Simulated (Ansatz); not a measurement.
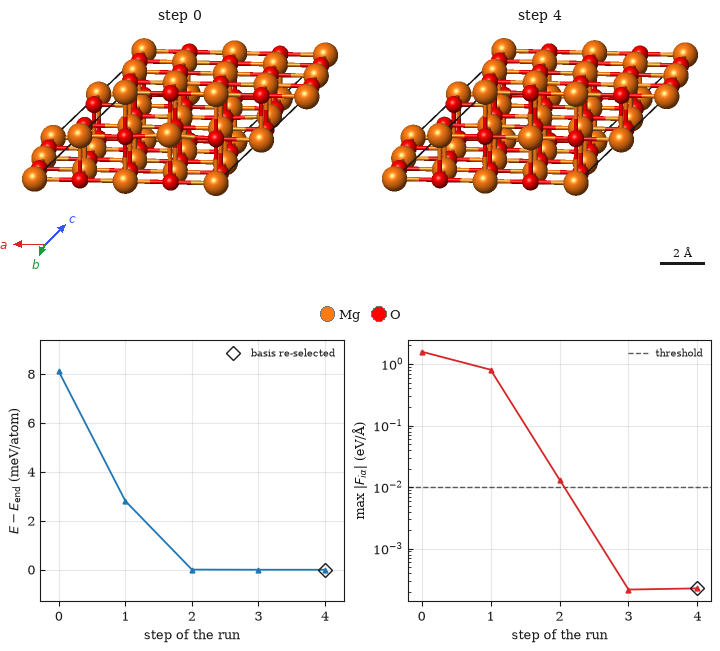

First and last geometry of a relaxation of a crystal of MgO (set up in P1), with the history of the run. A ball-and-stick model of the larger cell on standard axes (2 times the calculation's cell), seen from a free direction.

Method: Ansatz, DFT PBEsol, scalar-relativistic, plane waves, PAW. (plane-wave cutoff 420 eV; k-point mesh 6 × 6 × 6; occupations gaussian; smearing width 0.05 eV; no spin polarisation; cell and atoms relaxed; force threshold 0.01 eV/Å; at most 80 steps)

What do the curves and the structures tell?

It converged. A Mg atom moves most: 0.14 Å roughly along [−2 0 −3]. Largest moves by element: Mg 0.14 Å, O 0.01 Å. The cell doesn't change. Near-neighbour distances that change, for instance: Mg–O 2.242 → 2.107 Å, Mg–O 1.975 → 2.107 Å, Mg–O 2.176 → 2.107 Å, Mg–O 2.047 → 2.107 Å. Among the angles between lasting bonds that change: O–Mg–O 171.9° → 180.0°, O–Mg–O 172.7° → 180.0°, O–Mg–O 95.6° → 90.0°. Within 0.06 Å the space group is Cm at the start and Fm-3m at the end; at a tighter tolerance small leftover displacements or strains of the cell lower it. The energy falls by 8.1 meV per atom in 3 accepted moves (4 points after the start). The largest force component goes from 1.6 to 0.00023 eV/Å. Pressure: 0.32 GPa at the start and 0.00 GPa at the end. The SCF was repeated once at an unchanged geometry on a basis and grid sized afresh for the cell, which shifted the energy by less than 0.05 meV per atom at most.
